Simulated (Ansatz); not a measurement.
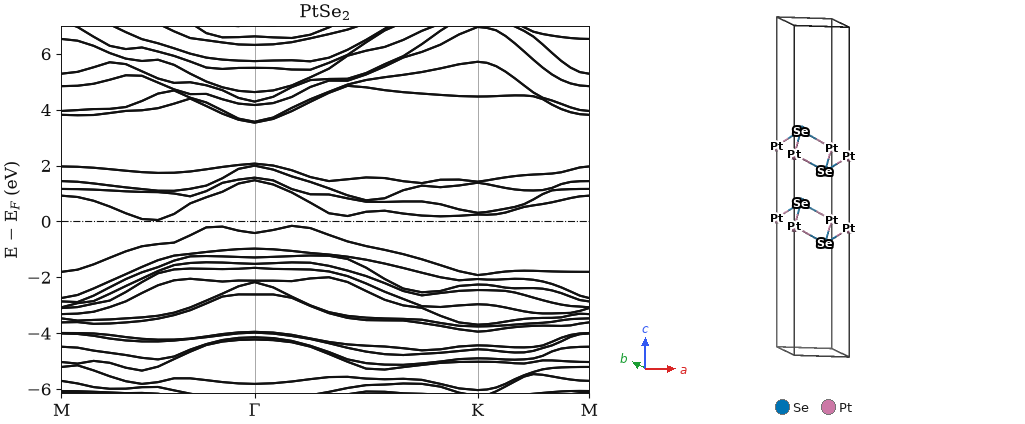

Band structure, beside the structure. Energies are counted from the Fermi level.

Calculation on a (001) slab cut from PtSe2 (P-3m1), ended by Se planes, 6 atoms in the cell; a = 3.76 Å, b = 3.76 Å, c = 22.40 Å, α = 90.00°, β = 90.00°, γ = 120.00°.

Level of theory: DFT PBEsol, spin-orbit coupling, plane waves, PAW, 9×9×1 k mesh, 420 eV cutoff; code Ansatz.

> Is there a gap? Give its size, its kind and where the band edges lie.

The material is gapped. The gap along this path is 0.21 eV and indirect, from the valence-band top between Γ and K to the conduction-band bottom between M and Γ; the smallest direct gap is 0.77 eV, between Γ and K. It is not wide against the smearing used.

> How much do the top valence band and the lowest conduction band disperse along the path?

The top valence band spans 1.8 eV and the lowest conduction band 1.4 eV.
